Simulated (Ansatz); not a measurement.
# Geometry relaxation of Cu (part 3 of 3)

Cu (slab, 12 atoms in the cell); DFT PBE+D3(BJ), scalar-relativistic, plane waves, PAW, no spin polarisation (Ansatz 0.2.0); cutoff 420 eV, 6×6×1 k-mesh, Gaussian smearing of 0.1 eV. The structure derives from a Materials Project entry. The input holds or restrains some coordinates. Forces given for the steps count only the free coordinates. It belongs to a series of runs on one base structure; here: clean slab, lower half held.

Geometry of the input (Å; fractional positions):
```
5.0410  0.0000  0.0000
-2.5205  4.3656  0.0000
0.0000  0.0000  21.1160
Cu 0.1667  0.3333  0.4025
Cu 0.1667  0.8333  0.4025
Cu 0.6667  0.3333  0.4025
Cu 0.6667  0.8333  0.4025
Cu 0.3333  0.1667  0.5000
Cu 0.3333  0.6667  0.5000
Cu 0.8333  0.1667  0.5000
Cu 0.8333  0.6667  0.5000
Cu 0.1667  0.3333  0.5975
Cu 0.1667  0.8333  0.5975
Cu 0.6667  0.3333  0.5975
Cu 0.6667  0.8333  0.5975
```

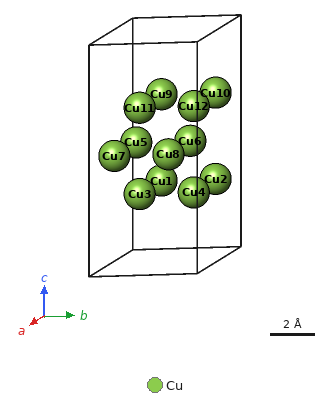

Fig. 1: The geometry at step 3 of the log (spheres-only view of the cell of the calculation, with the vacuum cut short, seen slightly off an axis; atoms are numbered from 1 in the order of the input).

Trajectory as extended XYZ, continued:
```
12
Lattice="5.0410 0.0000 0.0000 -2.5205 4.3656 0.0000 0.0000 0.0000 21.1160" Properties=species:S:1:pos:R:3:forces:R:3 step=2 energy=-79502.93594
Cu    0.0000    1.4552    8.5000    0.0000   0.0000  -0.0495
Cu   -1.2602    3.6380    8.5000    0.0000   0.0000  -0.0495
Cu    2.5205    1.4552    8.5000    0.0000   0.0000  -0.0495
Cu    1.2602    3.6380    8.5000    0.0000   0.0000  -0.0495
Cu    1.2602    0.7276   10.5645    0.0000   0.0000   0.0002
Cu    0.0000    2.9104   10.5645    0.0000   0.0000   0.0002
Cu    3.7807    0.7276   10.5645    0.0000   0.0000   0.0002
Cu    2.5205    2.9104   10.5645    0.0000   0.0000   0.0002
Cu    0.0000    1.4552   12.6290    0.0000   0.0000   0.0493
Cu   -1.2602    3.6380   12.6290    0.0000   0.0000   0.0493
Cu    2.5205    1.4552   12.6290    0.0000   0.0000   0.0493
Cu    1.2602    3.6380   12.6290    0.0000   0.0000   0.0493
12
Lattice="5.0410 0.0000 0.0000 -2.5205 4.3656 0.0000 0.0000 0.0000 21.1160" Properties=species:S:1:pos:R:3:forces:R:3 step=3 energy=-79502.93855
Cu    0.0000    1.4552    8.5000    0.0000   0.0000  -0.0020
Cu   -1.2602    3.6380    8.5000    0.0000   0.0000  -0.0020
Cu    2.5205    1.4552    8.5000    0.0000   0.0000  -0.0020
Cu    1.2602    3.6380    8.5000    0.0000   0.0000  -0.0020
Cu    1.2602    0.7276   10.5773    0.0000   0.0000  -0.0001
Cu    0.0000    2.9104   10.5773    0.0000   0.0000  -0.0001
Cu    3.7807    0.7276   10.5773    0.0000   0.0000  -0.0001
Cu    2.5205    2.9104   10.5773    0.0000   0.0000  -0.0001
Cu    0.0000    1.4552   12.6546    0.0000   0.0000   0.0021
Cu   -1.2602    3.6380   12.6546    0.0000   0.0000   0.0021
Cu    2.5205    1.4552   12.6546    0.0000   0.0000   0.0021
Cu    1.2602    3.6380   12.6546    0.0000   0.0000   0.0021
```

Results in brief:

| quantity | value |
| --- | --- |
| outcome | converged under the restraints of the input |
| electrons treated | 228 |
| free energy | −79502.9386 eV |
| work function, top face | 4.84 eV |
| work function, bottom face | 4.84 eV |
| Fermi energy | 1.797 eV |
| gap on the k-point mesh | none (metallic) |
| final volume | 464.70 Å³ |
| work function (upper face) | 4.84 eV |
| largest force (length of the vector) at the end, held atoms and coordinates included | 0.002 eV/Å |
| hardware | 2 threads of Intel Xeon (Granite Rapids), 192 GiB of memory available, shared host |
| wall time | 37 s (CPU time 73 s) |
| peak memory | 1.1 GiB |

Notes:

The program warns: the exchange-correlation potential is rough where the density is thin.
